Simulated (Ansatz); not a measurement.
# Transmission past a defect: Al wire along [110], 5 atoms a period, Ag in place of one Al

What does the defect do to the conductance?

Main program and level: Ansatz 0.2.0; DFT PBE, plane waves, PAW; relaxation of a wire's period, in the first sound run; inputs show where later runs differ.

## 1. Starting point

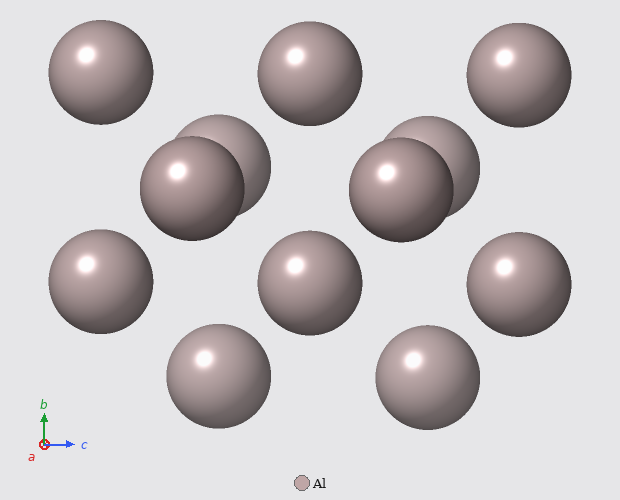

The starting structure, seen from the side, with the c axis across the page (aluminium light grey). 1×1×2 cells are drawn. Some periodic images of atoms are drawn too.

The cell holds 5 atoms: 5 Al. Cell: a = 10.840 Å, b = 11.085 Å, c = 2.857 Å, α = 90.0°, β = 90.0°, γ = 90.0°. Vacuum lies along a and b. The structure's axis is c.

## 2. Relaxing the period

Band widths follow the bond lengths, so the wire is relaxed first. The atoms and the third cell vector are free; the box across stays fixed as vacuum. A Fermi-Dirac smearing is set since the result may be a metal. The pressure printed is a third of the stress's trace over the whole box, vacuum included; only the stress along the axis is relaxed.

File input.yaml:

```yaml
crystal:
  lattice:
    - [10.84, 0.0, 0.0]
    - [0.0, 11.085, 0.0]
    - [0.0, 0.0, 2.856711396]
  atoms:
    - { symbol: Al, position: [0.5, 0.435575616, 0.0] }
    - { symbol: Al, position: [0.313653137, 0.564430437, 0.5] }
    - { symbol: Al, position: [0.686346863, 0.306720794, 0.5] }
    - { symbol: Al, position: [0.686346863, 0.564430437, 0.5] }
    - { symbol: Al, position: [0.5, 0.693285259, 0.0] }
kpoints:
  mp_grid: { grid: [1, 1, 29] }
scf:
  occupations: { method: fermi_dirac, width: 0.05 }
hamiltonian:
  xc: pbe
relax:
  cell: { fix: [a, b, alpha, beta, gamma] }
  max_steps: 60
```

Launch:

```console
$ ansatz run input.yaml --threads 4 --pin off --max-ram 16384MiB --backend cpu --events-out ev --progress --plain --runs-dir out
```

Numbers of over 12 decimals in the logs are rounded to 6 here.

The log of the run:

```text
Engine: ansatz 0.2.0, aarch64-unknown-linux-gnu
Pseudopotentials: kind: paw
Pseudopotential: Al, paw, valence charge 3, recommended cutoff 420 eV (normal), Al.paw.azcp
Functional definition: PBE
  parameter kappa = 0.804
  parameter beta = 0.066725
  exchange = pbe_x(kappa = kappa, mu = beta*pi^2/3)
  correlation = pbe_c(beta = beta)
Crystal: 5 atoms, lattice volume = 343.266 Å³
Basis set: ecut = 420 eV, 6737 PW (Γ), exchange–correlation on 150×150×40 points (8 copies of the dense FFT grid, shifted against one another)
Bands: 13, of which v1, the nominal top of the filled ones, is band 8 counted from 1 (7 counted from 0)
Symmetry: 2 space group operations
Space group: Pm (ITA 6), of the structure as read, at distance tolerance 7.0e-5 Å
k-points: 15 of 29
Non-local potential: Al, projectors of the file, l = 0: 2, l = 1: 2, l = 2: 1
PAW form: soft (Blöchl's): semilocal exchange-correlation on the pseudo side does not see the compensation charge
PAW one-centre angular grid: Al, 110 points (default); XC on 64 Gauss nodes
Initial density: superposition of atomic densities (neutral atoms: chi_scale 0, normalization atom), corrected by the library's trained network
Initial wavefunctions: pseudopotential atomic-orbital guess
Functional: x = pbe(κ = 0.804, μ = 0.219515), c = pbe(β = 0.066725)
SCF iter   1: F=—  HF=-2683.815027 eV  |F-HF|=—  |Δ(HF+E_count)|=         —  Δρ=1.77e-3  dr2=4.23e-2  ethr=1.77e-3  ⟨swp⟩=8.7  Hψ=1597  notcnv=0
preconditioner: auto → LDOS  [metal: Δε(μ)=0.017 eV  Ē_g=5.284 eV  σ=0.050 eV  W_gap=0.09  n_scr=20 (ndim 8)  ℏωp=7.8 eV  f_vac=0.437  D(μ)=4.14/eV (n_scr^D=20)  β→1.0]
SCF iter   2: F=—  HF=-2683.811815 eV  |F-HF|=—  |Δ(HF+E_count)|=   3.21e-3  Δρ=6.31e-4  dr2=2.78e-3  ethr=2.82e-4  ⟨swp⟩=2.8  Hψ=442  notcnv=0
SCF iter   3: F=—  HF=-2683.812229 eV  |F-HF|=—  |Δ(HF+E_count)|=   4.13e-4  Δρ=2.40e-4  dr2=1.16e-3  ethr=1.85e-5  ⟨swp⟩=2.9  Hψ=353  notcnv=0
SCF iter   4: F=—  HF=-2683.812175 eV  |F-HF|=—  |Δ(HF+E_count)|=   5.34e-5  Δρ=9.42e-5  dr2=1.16e-4  ethr=7.72e-6  ⟨swp⟩=2.3  Hψ=271  notcnv=0
SCF iter   5: F=—  HF=-2683.812170 eV  |F-HF|=—  |Δ(HF+E_count)|=   4.97e-6  Δρ=2.29e-5  dr2=1.09e-5  ethr=7.75e-7  ⟨swp⟩=2.1  Hψ=295  notcnv=0
SCF iter   6: F=—  HF=-2683.812150 eV  |F-HF|=—  |Δ(HF+E_count)|=   1.99e-5  Δρ=6.10e-6  dr2=7.76e-7  ethr=7.27e-8  ⟨swp⟩=2.7  Hψ=323  notcnv=0
SCF iter   7: F=-2683.812150 eV  HF=-2683.812150 eV  |F-HF|=2.22e-8  |Δ(HF+E_count)|=   1.02e-8  Δρ=1.81e-6  dr2=4.16e-8  ethr=6.67e-10  ⟨swp⟩=5.0  Hψ=729  notcnv=0
SCF 1 converged in 7 iterations: F = -2683.812150 eV  dr2 = 4.16e-8
  greatest PAW one-centre occupation: 0.503 electrons in one spin orbital (limit 2), on the Al atom at site 2 (counted from 0), in its partial waves of l = 0
relax step   1: F+E_penalty+E_count = -2683.81215042 eV  Δ(F+E_penalty+E_count) = +0.000e0 eV  max|allowed force component| = 4.066e-1 eV/Å  Δτ_max = 0.0000 Å  P = -1.290 GPa  Ω = 343.266 Å³  fix = [a, b, alpha, beta, gamma]  reactions: a -0.250, b -0.678 GPa; gamma -0.359 GPa/rad  (7 SCF iters, dr2 threshold 1.00e-7 eV, accepted)
Crystal: 5 atoms, lattice volume = 326.626 Å³
Basis set: ecut = 420 eV, 6437 PW (Γ), exchange–correlation on 150×150×40 points (8 copies of the dense FFT grid, shifted against one another)
Initial density: handed on by an earlier stage of this run
Initial wavefunctions: those handed on with the density
iter 1 solved again at ethr=6.11e-4 eV; its pass at ethr=3.10e-3 eV (dr2=9.16e-2 eV) is discarded
SCF iter   1: F=—  HF=-2684.158616 eV  |F-HF|=—  |Δ(HF+E_count)|=         —  Δρ=2.98e-3  dr2=1.03e-1  ethr=6.11e-4  ⟨swp⟩=1.1  Hψ=1817  notcnv=0
eigensolver tolerance schedule calibrated: the retry pair's looser diagonalisation under-reported the residual by θ = 0.11 (0.16/decade); ethr = c·dr2/N_el runs at the constant in force after the calibration composes with the one it found (an armed cap, an earlier calibration), c = 4.1e-2
preconditioner: auto → LDOS  [metal: Δε(μ)=0.110 eV  Ē_g=5.543 eV  σ=0.050 eV  W_gap=0.46  n_scr=24 (ndim 8)  ℏωp=8.0 eV  f_vac=0.452  D(μ)=3.61/eV (n_scr^D=20)  β→1.0]
SCF iter   2: F=—  HF=-2684.137935 eV  |F-HF|=—  |Δ(HF+E_count)|=   2.07e-2  Δρ=1.54e-3  dr2=2.65e-2  ethr=2.80e-4  ⟨swp⟩=3.1  Hψ=439  notcnv=0
SCF iter   3: F=—  HF=-2684.135688 eV  |F-HF|=—  |Δ(HF+E_count)|=   2.25e-3  Δρ=4.09e-4  dr2=2.54e-3  ethr=7.21e-5  ⟨swp⟩=2.1  Hψ=371  notcnv=0
SCF iter   4: F=—  HF=-2684.135473 eV  |F-HF|=—  |Δ(HF+E_count)|=   2.14e-4  Δρ=1.27e-4  dr2=2.09e-4  ethr=6.89e-6  ⟨swp⟩=2.1  Hψ=323  notcnv=0
SCF iter   5: F=—  HF=-2684.135459 eV  |F-HF|=—  |Δ(HF+E_count)|=   1.40e-5  Δρ=3.86e-5  dr2=1.79e-5  ethr=5.66e-7  ⟨swp⟩=2.9  Hψ=320  notcnv=0
SCF iter   6: F=—  HF=-2684.135458 eV  |F-HF|=—  |Δ(HF+E_count)|=   9.68e-7  Δρ=1.13e-5  dr2=1.10e-6  ethr=4.86e-8  ⟨swp⟩=2.1  Hψ=299  notcnv=0
SCF iter   7: F=-2684.135458 eV  HF=-2684.135458 eV  |F-HF|=4.29e-8  |Δ(HF+E_count)|=   1.58e-7  Δρ=2.85e-6  dr2=8.72e-8  ethr=1.36e-9  ⟨swp⟩=5.0  Hψ=726  notcnv=0
SCF 2 converged in 7 iterations: F = -2684.135458 eV  dr2 = 8.72e-8
  greatest PAW one-centre occupation: 0.489 electrons in one spin orbital (limit 2), on the Al atom at site 1 (counted from 0), in its partial waves of l = 0
relax step   2: F+E_penalty+E_count = -2684.13545839 eV  Δ(F+E_penalty+E_count) = -3.233e-1 eV  max|allowed force component| = 1.817e-1 eV/Å  Δτ_max = 0.1273 Å  P = -0.579 GPa  Ω = 326.626 Å³  energy of the carried Pulay correction = +1.498e-3 eV  fix = [a, b, alpha, beta, gamma]  reactions: a +0.336, b +0.066 GPa; gamma -0.051 GPa/rad  (7 SCF iters, dr2 threshold 5.00e-7 eV, accepted)
Crystal: 5 atoms, lattice volume = 309.834 Å³
Basis set: ecut = 420 eV, 6077 PW (Γ), exchange–correlation on 150×150×40 points (8 copies of the dense FFT grid, shifted against one another)
iter 1 solved again at ethr=6.83e-4 eV; its pass at ethr=3.10e-3 eV (dr2=1.02e-1 eV) is discarded
SCF iter   1: F=—  HF=-2684.331218 eV  |F-HF|=—  |Δ(HF+E_count)|=         —  Δρ=3.66e-3  dr2=1.03e-1  ethr=6.83e-4  ⟨swp⟩=1.0  Hψ=1776  notcnv=0
preconditioner: auto → LDOS  [metal: Δε(μ)=0.076 eV  Ē_g=5.660 eV  σ=0.050 eV  W_gap=0.36  n_scr=24 (ndim 8)  ℏωp=8.2 eV  f_vac=0.442  D(μ)=3.19/eV (n_scr^D=20)  β→1.0]
SCF iter   2: F=—  HF=-2684.303142 eV  |F-HF|=—  |Δ(HF+E_count)|=   2.81e-2  Δρ=1.36e-3  dr2=1.44e-2  ethr=6.83e-4  ⟨swp⟩=2.9  Hψ=385  notcnv=0
SCF iter   3: F=—  HF=-2684.304326 eV  |F-HF|=—  |Δ(HF+E_count)|=   1.18e-3  Δρ=4.88e-4  dr2=2.72e-3  ethr=9.60e-5  ⟨swp⟩=2.5  Hψ=373  notcnv=0
[...]
relax step   6: F+E_penalty+E_count = -2684.31427053 eV  Δ(F+E_penalty+E_count) = -1.013e-3 eV  max|allowed force component| = 3.286e-2 eV/Å  Δτ_max = 0.0641 Å  P = +0.032 GPa  Ω = 309.021 Å³  energy of the carried Pulay correction = +3.165e-3 eV  fix = [a, b, alpha, beta, gamma]  reactions: a +0.176, b -0.044 GPa; gamma -0.074 GPa/rad  (6 SCF iters, dr2 threshold 7.05e-8 eV, accepted)
relax step   7: F+E_penalty+E_count = -2684.31621869 eV  Δ(F+E_penalty+E_count) = -1.948e-3 eV  max|allowed force component| = 8.536e-3 eV/Å  Δτ_max = 0.0615 Å  P = +0.063 GPa  Ω = 308.814 Å³  energy of the carried Pulay correction = +3.185e-3 eV  fix = [a, b, alpha, beta, gamma]  reactions: a +0.144, b +0.021 GPa; gamma -0.008 GPa/rad  (6 SCF iters, dr2 threshold 6.75e-8 eV, accepted)
relax step   8: F+E_penalty+E_count = -2684.31749689 eV  Δ(F+E_penalty+E_count) = -1.278e-3 eV  max|allowed force component| = 2.023e-2 eV/Å  Δτ_max = 0.0955 Å  P = +0.032 GPa  Ω = 308.846 Å³  energy of the carried Pulay correction = +3.182e-3 eV  fix = [a, b, alpha, beta, gamma]  reactions: a +0.104, b -0.012 GPa; gamma -0.007 GPa/rad  (9 SCF iters, accepted)
relax step   9: F+E_penalty+E_count = -2684.31856071 eV  Δ(F+E_penalty+E_count) = -1.064e-3 eV  max|allowed force component| = 5.746e-2 eV/Å  Δτ_max = 0.1965 Å  P = -0.054 GPa  Ω = 308.865 Å³  energy of the carried Pulay correction = +3.181e-3 eV  fix = [a, b, alpha, beta, gamma]  reactions: a +0.006, b -0.125 GPa; gamma -0.035 GPa/rad  (7 SCF iters, dr2 threshold 2.56e-8 eV, accepted)
relax step  10: F+E_penalty+E_count = -2684.31951529 eV  Δ(F+E_penalty+E_count) = -9.546e-4 eV  max|allowed force component| = 1.373e-2 eV/Å  Δτ_max = 0.0270 Å  P = +0.029 GPa  Ω = 308.883 Å³  energy of the carried Pulay correction = +3.179e-3 eV  fix = [a, b, alpha, beta, gamma]  reactions: a +0.124, b -0.022 GPa; gamma -0.022 GPa/rad  (5 SCF iters, dr2 threshold 2.06e-7 eV, accepted)
relax step  11: F+E_penalty+E_count = -2684.31975212 eV  Δ(F+E_penalty+E_count) = -2.368e-4 eV  max|allowed force component| = 4.329e-3 eV/Å  Δτ_max = 0.0275 Å  P = +0.049 GPa  Ω = 308.850 Å³  energy of the carried Pulay correction = +3.182e-3 eV  fix = [a, b, alpha, beta, gamma]  reactions: a +0.157, b -0.010 GPa; gamma -0.013 GPa/rad  (6 SCF iters, dr2 threshold 1.18e-8 eV, accepted)
relax step  12: F+E_penalty+E_count = -2684.32021666 eV  Δ(F+E_penalty+E_count) = -4.645e-4 eV  max|allowed force component| = 9.892e-3 eV/Å  Δτ_max = 0.1025 Å  P = +0.034 GPa  Ω = 308.812 Å³  energy of the carried Pulay correction = +3.186e-3 eV  fix = [a, b, alpha, beta, gamma]  reactions: a +0.142, b -0.039 GPa; gamma -0.021 GPa/rad  (9 SCF iters, accepted)
relax step  13: F+E_penalty+E_count = -2684.32028002 eV  Δ(F+E_penalty+E_count) = -6.336e-5 eV  max|allowed force component| = 5.984e-3 eV/Å  Δτ_max = 0.0366 Å  P = +0.038 GPa  Ω = 308.802 Å³  energy of the carried Pulay correction = +3.187e-3 eV  fix = [a, b, alpha, beta, gamma]  reactions: a +0.142, b -0.030 GPa; gamma -0.016 GPa/rad  (8 SCF iters, accepted)
Basis set: ecut = 420 eV, 6049 PW (Γ), exchange–correlation on 150×150×36 points (8 copies of the dense FFT grid, shifted against one another)
Initial wavefunctions: pseudopotential atomic-orbital guess (no wavefunctions were taken with the density)
iter 1 solved again at ethr=9.94e-7 eV; its pass at ethr=3.10e-3 eV (dr2=1.49e-4 eV) is discarded
SCF iter   1: F=—  HF=-2684.318990 eV  |F-HF|=—  |Δ(HF+E_count)|=         —  Δρ=2.75e-5  dr2=2.25e-7  ethr=9.94e-7  ⟨swp⟩=3.3  Hψ=2197  notcnv=0
eigensolver tolerance schedule: the retry pair's looser diagonalisation over-reported the residual by 662.57 of it (diagonalisation noise at 0.27 of the residual, at the tolerance the schedule requests for it); recorded, not acted on — ethr = c·dr2/N_el stays at c = 1.0e-1
preconditioner: auto → LDOS  [metal: Δε(μ)=0.049 eV  Ē_g=5.683 eV  σ=0.050 eV  W_gap=0.24  n_scr=24 (ndim 8)  ℏωp=8.2 eV  f_vac=0.451  D(μ)=3.17/eV (n_scr^D=20)  β→1.0]
SCF iter   2: F=—  HF=-2684.318993 eV  |F-HF|=—  |Δ(HF+E_count)|=   2.57e-6  Δρ=2.37e-6  dr2=2.47e-8  ethr=1.50e-9  ⟨swp⟩=3.3  Hψ=431  notcnv=0
SCF iter   3: F=—  HF=-2684.318993 eV  |F-HF|=—  |Δ(HF+E_count)|=   6.25e-9  Δρ=6.26e-7  dr2=3.09e-9  ethr=1.65e-10  ⟨swp⟩=2.5  Hψ=303  notcnv=0
SCF iter   4: F=—  HF=-2684.318993 eV  |F-HF|=—  |Δ(HF+E_count)|=  1.07e-10  Δρ=1.22e-7  dr2=1.40e-10  ethr=2.06e-11  ⟨swp⟩=2.2  Hψ=297  notcnv=0
SCF iter   5: F=-2684.318993 eV  HF=-2684.318993 eV  |F-HF|=1.23e-11  |Δ(HF+E_count)|=  6.82e-12  Δρ=4.28e-8  dr2=1.95e-11  ethr=1.00e-12  ⟨swp⟩=5.0  Hψ=714  notcnv=0
SCF 14 converged in 5 iterations: F = -2684.318993 eV  dr2 = 1.95e-11
relax step  14: F+E_penalty+E_count = -2684.31899299 eV  Δ(F+E_penalty+E_count) = +1.287e-3 eV  max|allowed force component| = 5.654e-3 eV/Å  Δτ_max = 0.0000 Å  P = +0.030 GPa  Ω = 308.802 Å³  fix = [a, b, alpha, beta, gamma]  reactions: a +0.136, b -0.035 GPa; gamma -0.016 GPa/rad  stress off target by 1.20e-2 GPa on what of the cell is left free  SCF on the basis re-selected at this cell (its energy is not comparable with the rows above)  (5 SCF iters)
basis re-selected at this cell: Δ(F+E_penalty+E_count) = +1.287e-3 eV, ΔP = -0.008 GPa vs the last step (what re-selecting the basis moved, of the pressure what is left beyond the Pulay correction that the steps carried, after the strain that the cell walked since its last selection, with what the two solves' SCF thresholds leave and, on support functions, any second-order correction that the steps lacked; it is no measure of the basis error at this ecutwfc). The dense FFT grid was sized anew with the basis: this SCF ran on 75×75×18 points, the steps before it on 75×75×20, so part of this shift can come from that change (see relax.cell in the input reference). [rest of the remark cut]
SCF converged after 5 iterations
Free energy (F): -2684.318993 eV
Harris-Foulkes:  -2684.318993 eV  (|F-HF|=1.23e-11)
Internal energy: -2684.294523 eV  (E = F + TS)
E sigma→0 (E₀):  -2684.306758 eV
Entropy (-TS):   -0.024470 eV (-4.894 meV/atom)
Fermi energy:    -0.875546 eV
--- Per-component energies (eV) ---
  E_band       = -68.736734
  E_kinetic    = 104.670260
  E_local      = -770.906873  (includes V_loc(G=0)·N_el)
  E_nonlocal   = 54.066342
  E_hartree    = 348.937402
  E_xc         = -192.065742
  E_vxc        = -135.747864  (∫ρ·V_xc dr)
  E_paw        = -2337.071565  (= ΣΔE_a)
  E_vpaw       = -18.693387  (= ΣTr[D̂ρ^β])
  E_aug_tail   = -0.000011  (compensation charges beyond the density's cutoff)
  E_ewald      = 108.075662
  E_smearing   = -0.024470  (= −TS)
  E_closure    = -0.000000  (closes the sum)
  Σ components = -2684.318993   (vs F -2684.318993, Δ=0.00e0)
--- Forces (eV/Å), atoms counted from 1 ---
  atom   1  Al     0.00160751     0.00240683     0.00000000
  atom   2  Al     0.00565621     0.00008784     0.00000000
  atom   3  Al    -0.00367782     0.00360234     0.00000000
  atom   4  Al    -0.00387627    -0.00334878     0.00000000
  atom   5  Al     0.00030240    -0.00275309     0.00000000
  max |Σ_I F_I| component: 1.20e-5 eV/Å
--- Stress (GPa, compression-positive) ---
        0.136120       0.016100       0.000000
        0.016100      -0.035421       0.000000
        0.000000       0.000000      -0.012047
  P = ⅓ Tr σ = 0.0296 GPa (0.296 kbar)
--- Relaxed structure (13 steps of the walk, 13 accepted, 1 SCFs on fresh bases) ---
  F+E_penalty+E_count = -2684.31899299 eV   max|allowed force component| = 5.654e-3 eV/Å   (the final SCF, on the basis selected at the relaxed cell)
  cell:  # Å, volume = 308.8024 Å³
    - [10.84, 0, 0.0]
    - [0, 11.085, 0.0]
    - [0.0, 0.0, 2.569897]
  atoms:
    - { symbol: Al, position: [0.511282, 0.425367, 0.0] }
    - { symbol: Al, position: [0.301017, 0.511561, 0.500000] }
    - { symbol: Al, position: [0.725290, 0.352339, 0.500000] }
    - { symbol: Al, position: [0.683834, 0.596954, 0.500000] }
    - { symbol: Al, position: [0.464923, 0.678222, 0.0] }
```

It took 27 s on 4 threads of Arm Neoverse V1, shared host; peak memory 0.54 GiB; 1.7 min of CPU time.

The steps of the relaxation:

| step | energy less that of the first step (eV) | largest force component (eV/Å) | pressure (GPa) | volume (Å³) |
| --- | --- | --- | --- | --- |
| 1 | 0.0000 | 0.4066 | -1.29 | 343.27 |
| 2 | -0.3233 | 0.1817 | -0.58 | 326.63 |
| 3 | -0.4919 | 0.0976 | -0.04 | 309.83 |
| 4 | -0.4981 | 0.0533 | 0.17 | 307.61 |
| 5 | -0.5011 | 0.0336 | 0.05 | 309.25 |
| 6 | -0.5021 | 0.0329 | 0.03 | 309.02 |
| 7 | -0.5041 | 0.0085 | 0.06 | 308.81 |
| 8 | -0.5053 | 0.0202 | 0.03 | 308.85 |
| 9 | -0.5064 | 0.0575 | -0.05 | 308.86 |
| 10 | -0.5074 | 0.0137 | 0.03 | 308.88 |
| 11 | -0.5076 | 0.0043 | 0.05 | 308.85 |
| 12 | -0.5081 | 0.0099 | 0.03 | 308.81 |
| 13 | -0.5081 | 0.0060 | 0.04 | 308.80 |
| 14* | -0.5068 | 0.0057 | 0.03 | 308.80 |

Relaxation steps marked * repeat the geometry before them on a plane-wave basis chosen anew for their cell, so energy and pressure can jump there.

The run keeps the 2 symmetry operations that it works with, so distortions that break them were not tested.

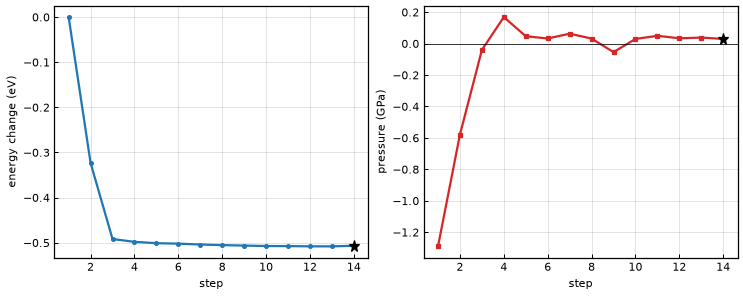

Energy and pressure along the relaxation. Stars mark steps on a basis chosen anew.

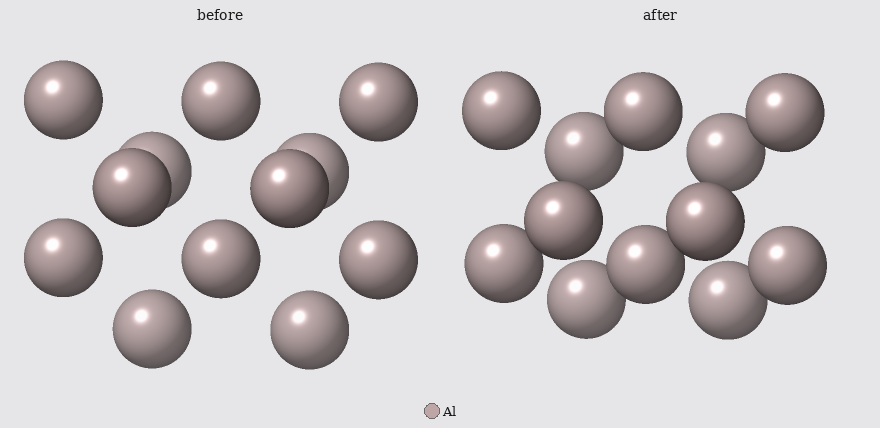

The structure before and after the relaxation, drawn at the same scale.

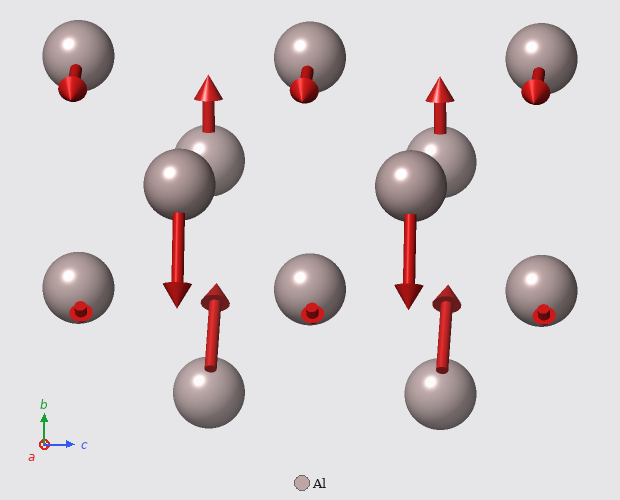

Displacements in the relaxation, exaggerated, measured against the changing cell; the longest in the cell stands for 0.66 Å. 1×1×2 cells are drawn. Some periodic images of atoms are drawn too.

| cell as run | before | after | change |
| --- | --- | --- | --- |
| c (Å) | 2.857 | 2.570 | -10.0 % |

The atoms that moved most (Å, along periodic axes as changes of fractional coordinates times the final cell, across vacuum about the mean position):

| atom | dx | dy | dz | length |
| --- | --- | --- | --- | --- |
| Al3 | 0.422 | 0.506 | 0.000 | 0.659 |
| Al2 | -0.137 | -0.586 | 0.000 | 0.602 |
| Al5 | -0.380 | -0.167 | 0.000 | 0.415 |
| Al4 | -0.027 | 0.361 | 0.000 | 0.362 |
| Al1 | 0.122 | -0.113 | 0.000 | 0.167 |

The relaxed structure:

```cif
data_structure
_symmetry_space_group_name_H-M 'P 1'
_symmetry_Int_Tables_number 1
_cell_length_a 10.8400
_cell_length_b 11.0850
_cell_length_c 2.5699
_cell_angle_alpha 90.000
_cell_angle_beta 90.000
_cell_angle_gamma 90.000
_cell_volume 308.80
loop_
_atom_site_label
_atom_site_type_symbol
_atom_site_fract_x
_atom_site_fract_y
_atom_site_fract_z
_atom_site_occupancy
Al1 Al 0.51128 0.42537 0.00000 1
Al2 Al 0.30102 0.51156 0.50000 1
Al3 Al 0.72529 0.35234 0.50000 1
Al4 Al 0.68383 0.59695 0.50000 1
Al5 Al 0.46492 0.67822 0.00000 1
```

Numbers from this step:

* energy at zero smearing: -2684.3068 eV
* cell length along the wire: 2.570 Å

The cell's length comes to 2.570 Å with spin left out.

(Part 1 of 5 ends here.)

[Logs are printed without paths, hosts, clocks, repeated set-up lines and the standing remarks that a program may print on its own settings, such as how far it seeks lower states.]

[Hosts, paths, dates, database ids (printed as entryN), source tags and the programs' standing remarks are cut or masked in the printed files.]
